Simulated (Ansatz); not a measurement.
**MgO$_{5}$: density, localisation and related maps**

Input file:

```
crystal:
  lattice:
    - [4.0241006627, 0.0, 0.0]
    - [-2.0120503314, 3.4849734013, 0.0]
    - [0.0, 0.0, 3.8398613602]
  atoms:
    - { symbol: Mg, position: [0.0, 0.0, 0.5] }
    - { symbol: O, position: [0.3333333333, 0.6666666667, 0.5], spin: -0.46 }
    - { symbol: O, position: [0.6666666667, 0.3333333333, 0.5], spin: -0.46 }
    - { symbol: O, position: [0.0, 0.0, 0.0], spin: 0.33 }
    - { symbol: O, position: [0.3333333333, 0.6666666667, 0.0], spin: 0.33 }
    - { symbol: O, position: [0.6666666667, 0.3333333333, 0.0], spin: 0.33 }
basis:
  ecutwfc: 420
kpoints:
  mp_grid: { grid: [12, 12, 10] }
hamiltonian:
  xc: pbe
scf:
  occupations: { method: gaussian, width: 0.1 }
output:
  forces: true
  stress: true
  eigenvalues: true
  populations: true
  write_density: true
  write_potential: true
  elf: true
  volumetric_format: npy
magnetization:
  spin_polarized: true
relax:
  adjacent_minimum: "off"
  f_tol: 0.01
  max_steps: 80
  cell: { stress_tol: 0.05 }
```

Launched as:

```sh
ansatz run input.yaml --threads 1 --pin off --max-ram 2560MiB --backend cpu --events-out ev --progress --plain --runs-dir out
```

Below, planes, directions and counts refer to the conventional cell (a = 4.25 Å, b = 4.25 Å, c = 3.68 Å, α = 90.00°, β = 90.00°, γ = 120.00°).

The fields are those of the run's last geometry, not of the input's.

Space group P6/mmm; a structure generated by program, which may or may not match a known phase; spin-polarised.

Method: Ansatz, DFT PBE, scalar-relativistic, plane waves, PAW.

In a PAW calculation such maps are meaningful between the atoms, not at the nuclei.

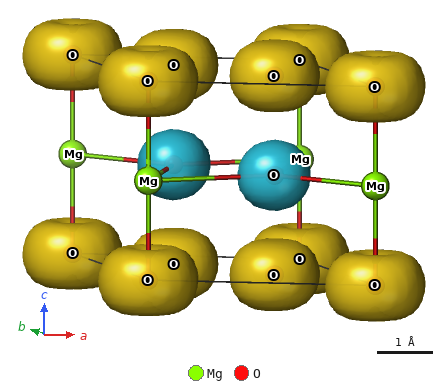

Figure 1. Isosurfaces of the spin density (up minus down) at +0.08 (yellow) and −0.08 e/Å³ (cyan), seen slightly off an axis. Sticks mark near contacts.

Which atoms carry the moments, and with what signs?

Answer. The spin density sits on O: +0.9 μB, +0.7 μB (×2) and −0.3 μB (×2) in one cell of 6 atoms: ferrimagnetic (opposed moments on unlike sites) in this solution. The cell of the calculation (6 atoms) carries 1.9 μB of net spin moment.

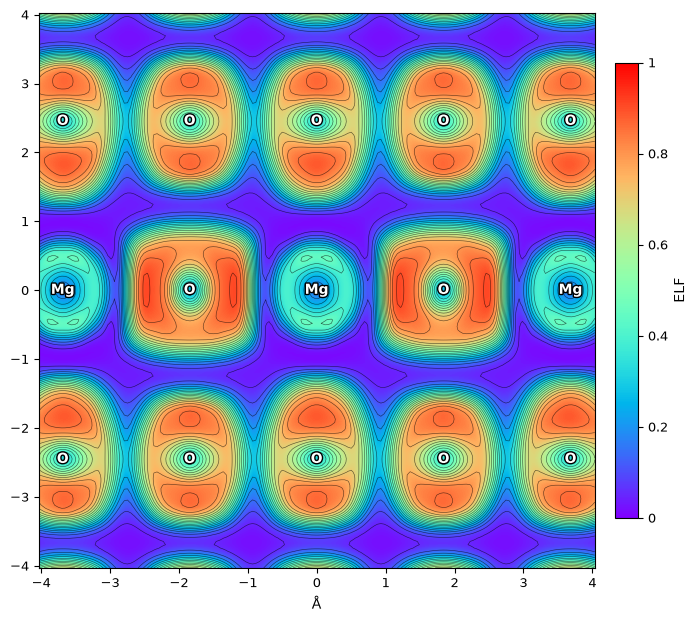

Figure 2. Electron localisation function on the (110) plane of the conventional cell.

Interpret the plot.

Answer. The section cuts through Mg and O sites.
Mg–O (1.84 Å): the ELF peaks at about 0.90 in the valence shell of O, 0.6 Å from its nucleus, and is about 0.40 at the midpoint.

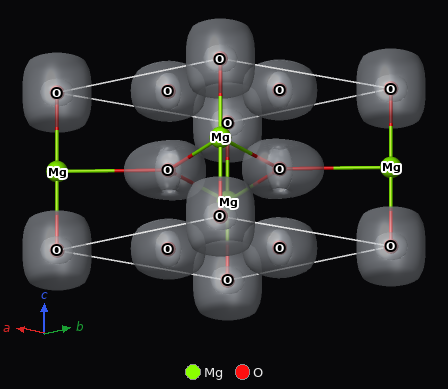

Figure 3. Isosurface of the ELF at 0.7 (grey), seen at an oblique angle. Only the valence region is drawn (cores and ρ < 0.01 e/Å³ removed). Sticks mark near contacts.

Describe the localisation domains.

Answer. At this value the surface marks out five regions wrapped around O (the valence shell of each), counted in one cell of 6 atoms. Regions shared between cells count once.

Does the calculation make it a metal, or give it a gap?

Answer. It is gapless in this calculation (a metal or semimetal).
